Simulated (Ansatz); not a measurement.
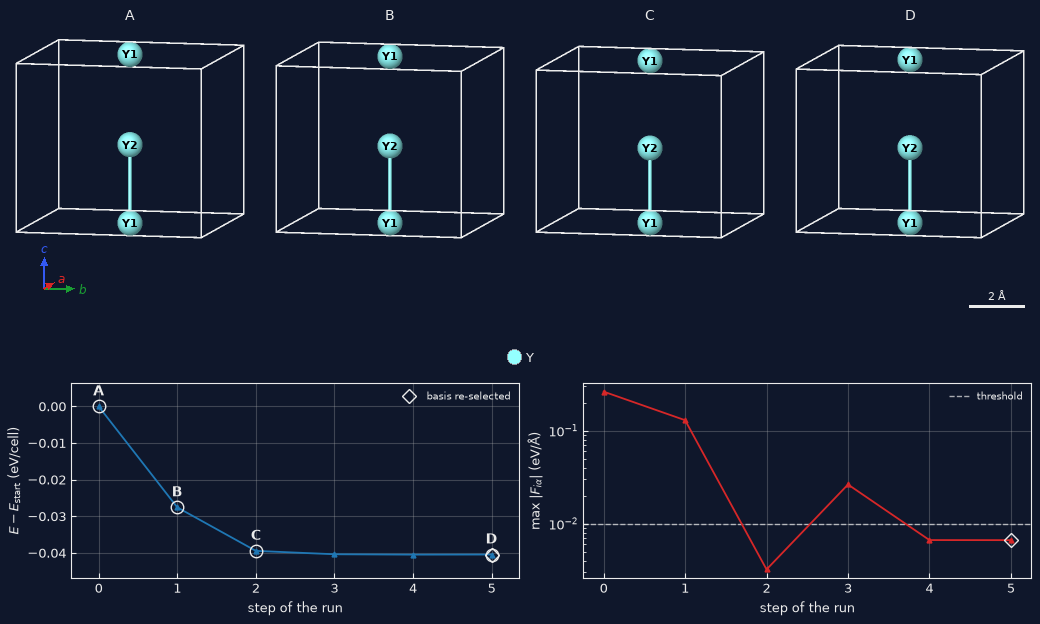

Frames of a relaxation of a wire of composition Y, marked on the history of the run. Style: ball-and-stick. Shown: the cell of the calculation, with the vacuum cut short, from a free direction.

Case: dimerised chain of atoms.

Computed with DFT PBEsol, scalar-relativistic, plane waves, PAW (Ansatz 0.2.0). Settings: plane-wave cutoff 420 eV; k-point mesh 1 × 1 × 11; occupations gaussian; smearing width 0.05 eV; collinear spin; cell relaxed at fixed a, b, alpha, beta, gamma; force threshold 0.01 eV/Å; at most 45 steps.

### What happens along the run?

The largest moves relative to the layer's centre, 0.016 Å, are those of Y1 and Y2. Along the periodic axis the drawn cell goes c 6.265 → 6.056 Å (−3.3 %). Among the contacts that change: Y1–Y2 2.913 → 2.785 Å, Y1–Y2 (another image) 3.352 → 3.271 Å. The energy falls by 40.4 meV per cell of the calculation in 4 accepted moves (5 points after the start). Largest force component: 0.26 eV/Å at the start, 0.0067 eV/Å at the end. The SCF was repeated once at an unchanged geometry on a basis and grid sized afresh for the cell, which shifted the energy by less than 0.05 meV per cell of the calculation at most. From step 0 to 1: energy −27.6 meV per cell of the calculation. From step 1 to 2: energy −11.9 meV per cell of the calculation. From step 2 to 5: energy −1.0 meV per cell of the calculation.

```tsv
step	E − E(0), meV/atom	largest force component, eV/Å	note
0	0.00	0.2635	
1	-13.78	0.1299	
2	-19.71	0.0032	
3	-20.18	0.0265	
4	-20.23	0.0067	
5	-20.21	0.0067	same geometry, new basis
```

Limits of the set-up: the k-point mesh is coarse for a cell with partly filled bands.
